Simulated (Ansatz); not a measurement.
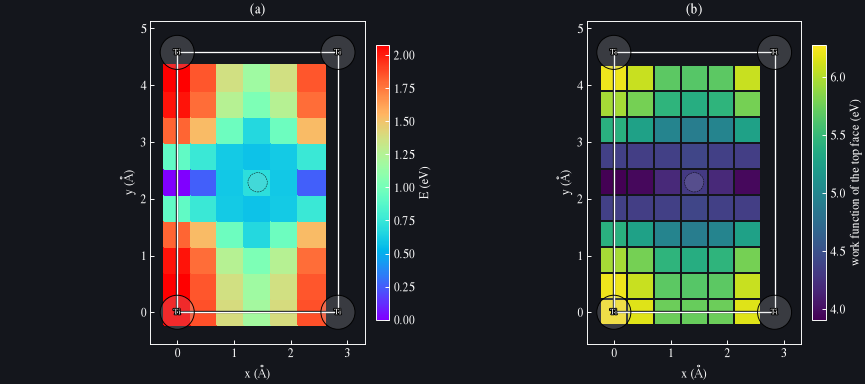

S on a Ti(100) slab cut from the P6/mmm phase, its upper half relaxed before the scan (6 atoms of substrate and one adsorbate in a 1 × 1 cell). S is moved over the surface cell; relaxed at each place: the height of the adsorbate's atoms; substrate rigid; the origin of the map has the adsorbate above Ti6. Places are given modulo a cell vector. The map is drawn in real space over the plane of the surface. The grid has 6 × 10 points; 24 points were computed and 36 follow by symmetry. Energies are in eV, from the lowest grid point. With one adsorbate in each 1 × 1 cell, its nearest image is 2.8 Å away, so neighbouring adsorbates interact. Level of theory: Ansatz, DFT PBE, scalar-relativistic, plane waves, PAW. Settings: cutoff 420 eV, k-mesh 9×6×1, gaussian smearing 0.1 eV, no spin polarisation.

Panel (a) is the energy; panel (b) is the computed work function of the top face, in eV.

Drawn: one coloured cell a grid point, labelled circles for the atoms of the top layer and small ones for the second layer, the outline of one cell of the plane.

Q: How does the work function of the top face vary over the map, and what is it at the lowest grid point?

A: It runs from 3.91 eV at the trough between two rows of top atoms, (0/6, 5/10) of the cell vectors to 6.27 eV at the top site over a surface Ti atom, (0/6, 0/10) of the cell vectors. At the lowest grid point, the trough between two rows of top atoms, (0/6, 5/10) of the cell vectors, it is 3.91 eV.

| second ↓, first → | 0/6 | 1/6 | 2/6 | 3/6 | 4/6 | 5/6 |
| --- | --- | --- | --- | --- | --- | --- |
| 9/10 | 6.22 | 6.07 | 5.68 | 5.65 | 5.68 | 6.07 |
| 8/10 | 5.95 | 5.78 | 5.45 | 5.38 | 5.45 | 5.78 |
| 7/10 | 5.41 | 5.26 | 4.98 | 4.90 | 4.98 | 5.26 |
| 6/10 | 4.35 | 4.33 | 4.36 | 4.41 | 4.36 | 4.33 |
| 5/10 | 3.91 | 3.96 | 4.18 | 4.31 | 4.18 | 3.96 |
| 4/10 | 4.35 | 4.33 | 4.36 | 4.41 | 4.36 | 4.33 |
| 3/10 | 5.41 | 5.26 | 4.98 | 4.90 | 4.98 | 5.26 |
| 2/10 | 5.95 | 5.78 | 5.45 | 5.38 | 5.45 | 5.78 |
| 1/10 | 6.22 | 6.07 | 5.68 | 5.65 | 5.68 | 6.07 |
| 0/10 | 6.27 | 6.16 | 5.74 | 5.72 | 5.74 | 6.16 |

PAW datasets: the set soft_1.
